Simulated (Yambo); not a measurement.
System: diamond-type C, space group Fd-3m, 2 atoms in the primitive cell; cubic a = 3.567 Å. Starting point: LDA, PseudoDojo 0.4.1 SR LDA standard, no spin polarisation, no spin-orbit coupling, 6×6×6 k mesh, 1116 eV cutoff, fixed occupations (Yambo 5.3.0). Many-body step: G0W0 with frequency dependence of W plasmon pole, bands in the response 154, bands in the self-energy 154, cutoff of the response matrix 12 Ry and cutoff of exchange and Vxc 82 Ry.

In LDA the smallest gap over these k points is 4.16 eV, with direct gaps of 5.56 eV at Γ and 9.49 eV at (0.00, 0.33, 0.33).

Question: What does G0W0 give?

Answer: Over the k points that were corrected, the smallest gap goes from 4.16 eV in LDA (Γ to (0.00, 0.33, 0.33)) to 5.62 eV in G0W0 (Γ to (0.00, 0.33, 0.33)), a change of +1.46 eV (+35 %). Counted from the valence top, the lowest empty level moves by +1.76 eV at Γ and +1.46 eV at (0.00, 0.33, 0.33): a spread of 0.30 eV on a mean of 1.61 eV, so one scissor shift describes this level only roughly. Only one empty level a point was corrected, so a higher one could drop under them. The top filled level also moves against the valence top, by −0.28 eV at (0.00, 0.33, 0.33). The quasiparticle weight (renormalisation factor) lies between 0.82 and 0.84 for the top filled and first empty levels.

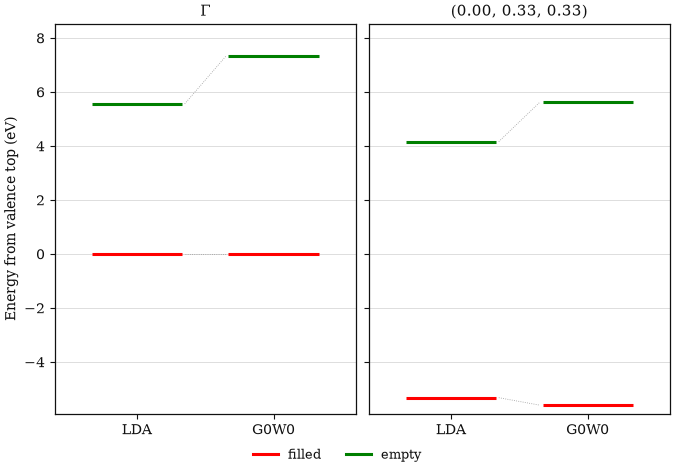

Levels at Γ and (0.00, 0.33, 0.33) in LDA and in G0W0, each set counted from its own valence top. Only the states that were corrected are drawn, so degenerate partners can be missing.

```
           k point  LDA direct gap (eV)  G0W0 direct gap (eV)
                 Γ                 5.56                  7.32
(0.00, 0.33, 0.33)                 9.49                 11.22
```

The k mesh is coarse (spacing up to 0.51 Å⁻¹), so the values aren't converged. At ambient pressure diamond is metastable; the stable form of carbon is graphite. Bands, cutoffs and mesh are finite, so these values aren't at the basis limit.
